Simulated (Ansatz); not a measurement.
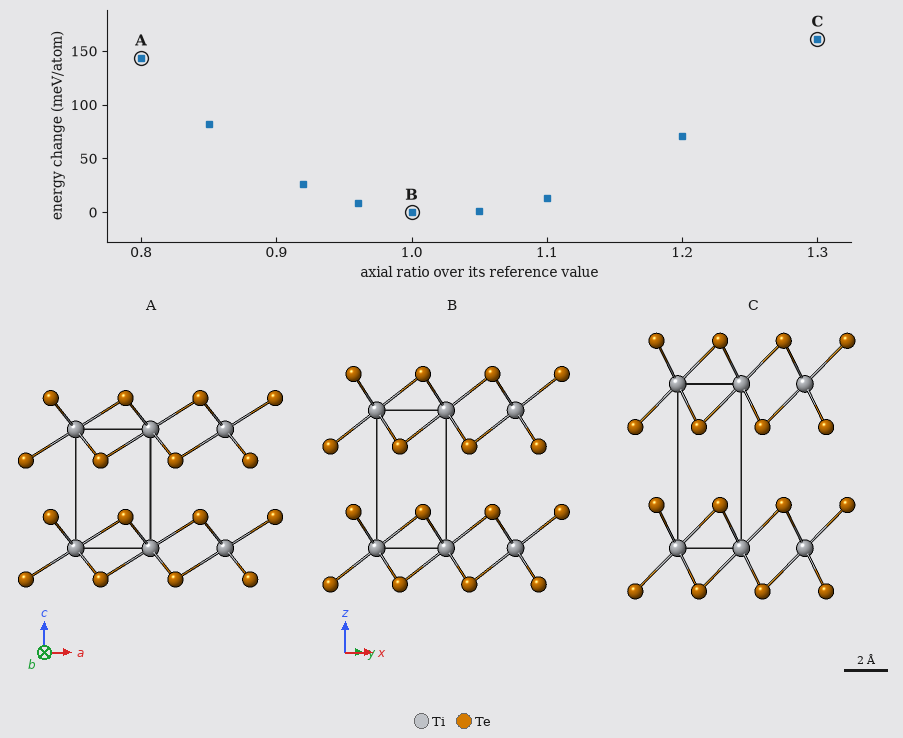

Energy scan for a crystal of TiTe2 (P-3m1), in which the ratio of the cell's length along z to its lengths across, counted as 1 for the reference, is changed at fixed volume (a c/a path), with the atoms kept at their fractional coordinates. x, y and z are the Cartesian axes of the input. The lettered frames are marked on the plot. The picture is a ball-and-stick view of the cell of the calculation, repeated 2 × 1 × 1 with one cell outlined, seen along the b axis.

All numbers below come from DFT PBE, scalar-relativistic, plane waves, PAW in Ansatz. Settings: plane-wave cutoff 420 eV; k-point mesh 18 × 18 × 8; occupations gaussian; smearing width 0.15 eV; no spin polarisation. Energies (free energies at the smearing named) are counted from the cell as listed in its source, which wasn't relaxed.

Describe the profile.

Answer. The lowest computed point lies at the relative ratio 1.00 (0.0 meV/atom). At the ends of the scan the energy is 143.6 meV/atom (0.80) and 161.0 meV/atom (1.30). The unrelaxed reference is under a pressure of 0.9 GPa. The distortion keeps the space group P-3m1. At the relative ratio 1.30 the cell of the drawing goes a 3.777 → 3.461 Å, b 3.777 → 3.461 Å, c 6.498 → 7.740 Å.

The computed points:

| axial ratio over its reference value | energy change (meV/atom) |
| --- | --- |
| 0.80 | 143.6 |
| 0.85 | 82.2 |
| 0.92 | 26.0 |
| 0.96 | 8.6 |
| 1.00 | 0.0 |
| 1.05 | 1.0 |
| 1.10 | 13.7 |
| 1.20 | 71.1 |
| 1.30 | 161.0 |

Limits of the set-up: layers or molecules are held without a dispersion correction, so their spacing is unreliable.
